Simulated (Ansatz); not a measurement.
# GaN (slab): what the fields show

Input file:

```
crystal:
  lattice:
    - [3.2162589223, 0.0, 0.0]
    - [-1.6081294611, 2.7853619318, 0.0]
    - [0.0, 0.0, 31.4129025838]
  atoms:
    - { symbol: "N", position: [0.0, 0.0, 0.2387553961] }
    - { symbol: Ga, position: [0.3333333333, 0.6666666667, 0.2596549644] }
    - { symbol: "N", position: [0.3333333333, 0.6666666667, 0.3223536694] }
    - { symbol: Ga, position: [0.6666666667, 0.3333333333, 0.3432532377] }
    - { symbol: "N", position: [0.6666666667, 0.3333333333, 0.4059519426] }
    - { symbol: Ga, position: [0.0, 0.0, 0.4268515109] }
    - { symbol: "N", position: [0.0, 0.0, 0.4895502158] }
    - { symbol: Ga, position: [0.3333333333, 0.6666666667, 0.5104497842] }
    - { symbol: "N", position: [0.3333333333, 0.6666666667, 0.5731484891] }
    - { symbol: Ga, position: [0.6666666667, 0.3333333333, 0.5940480574] }
    - { symbol: "N", position: [0.6666666667, 0.3333333333, 0.6567467623] }
    - { symbol: Ga, position: [0.0, 0.0, 0.6776463306] }
    - { symbol: "N", position: [0.0, 0.0, 0.7403450356] }
    - { symbol: Ga, position: [0.3333333333, 0.6666666667, 0.7612446039] }
basis:
  ecutwfc: 420
kpoints:
  mp_grid: { grid: [9, 9, 1] }
hamiltonian:
  xc: pbe
scf:
  occupations: { method: gaussian, width: 0.05 }
output:
  forces: true
  stress: true
  eigenvalues: true
  write_density: true
  write_potential: true
  elf: true
  volumetric_format: npy
efield:
  axis: 3
  dipole_correction: true
  ramp_width: 0.04
```

Launched as:

```sh
ansatz run input.yaml --threads 1 --pin off --max-ram 2560MiB --backend cpu --events-out ev --progress --plain --runs-dir out
```

Changed on purpose from its base cell (repeats removed: -2); not relaxed (largest force 1.9 eV/Å).

The calculation used Ansatz, DFT PBE, scalar-relativistic, plane waves, PAW.

Core electrons are frozen (PAW), and the valence fields are smoothed inside the atomic spheres.

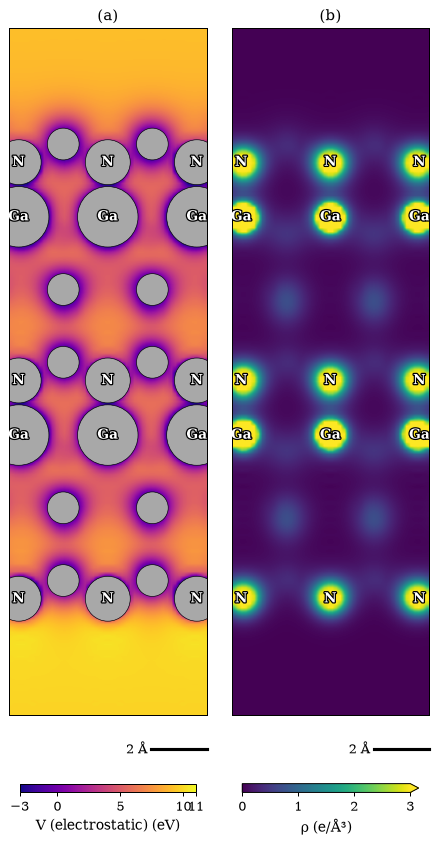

Figure 1. (a) electrostatic potential energy of an electron; (b) valence charge density (pseudo) on the (100) plane of the calculation cell, a cut from vacuum to vacuum. Grey discs cover the atomic cores in the potential map.

### What does the map show?

- The plane passes through N and Ga nuclei.
- Atoms just off the plane (Ga, 0.9 Å away and N, 0.9 Å away) can leave unmarked features too.
- Ga–N (1.97 Å): ρ at the midpoint is about 0.73 e/Å³.
- The density dies away to nearly zero in the vacuum.

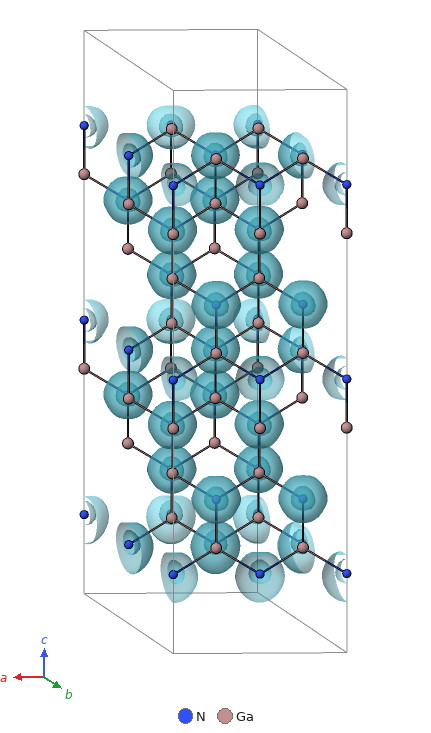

Figure 2. Isosurface of the ELF at 0.7 (cyan), seen at an oblique angle. Core shells and regions of very low density are left out. Sticks mark near contacts.

### Describe the localisation domains.

The ELF exceeds this value in seven regions wrapped around N (the valence shell of each), counted in one cell of 14 atoms. Counts are for one cell; the picture repeats the cell along the surface. Profiles from the grid: Ga–N (1.97 Å): the ELF peaks at about 0.85 in the valence shell of N, 0.7 Å from its nucleus, and is about 0.45 at the midpoint.

### Does the calculation give a band gap?

It is gapless in this calculation (a metal or semimetal).
